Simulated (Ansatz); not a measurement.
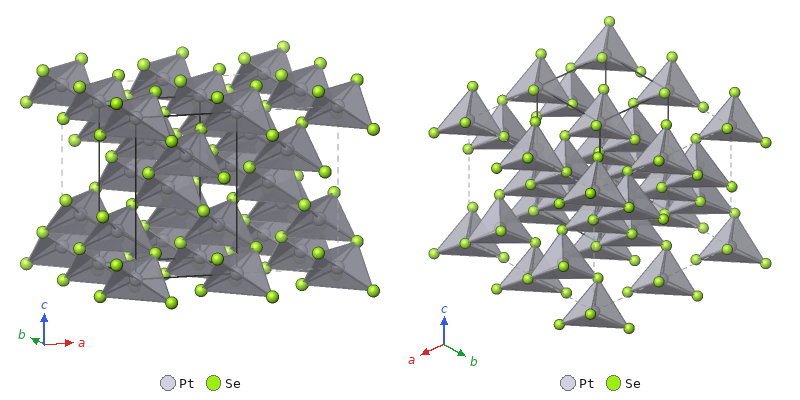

Polyhedra are drawn about Pt (bonds: Pt–Se below 2.7 Å); other atoms are plain spheres. Two views of the same piece.

PtSe₂ (space group I-42d, No. 122): the end point of a relaxation with DFT, r2SCAN+rVV10, plane waves, PAW (Ansatz 0.2.0).

**What figure surrounds each Pt atom, and what does it share with the other drawn polyhedra?**

Pt: PtSe4 tetrahedron, sharing corners with four neighbours.

**What is the connectivity of the polyhedra: isolated, groups, chains, layers or framework?**

They form a three-dimensional framework of corner-sharing tetrahedra.

**How far apart are the centres of linked polyhedra?**

Centre to centre across a shared corner: 3.55 Å.
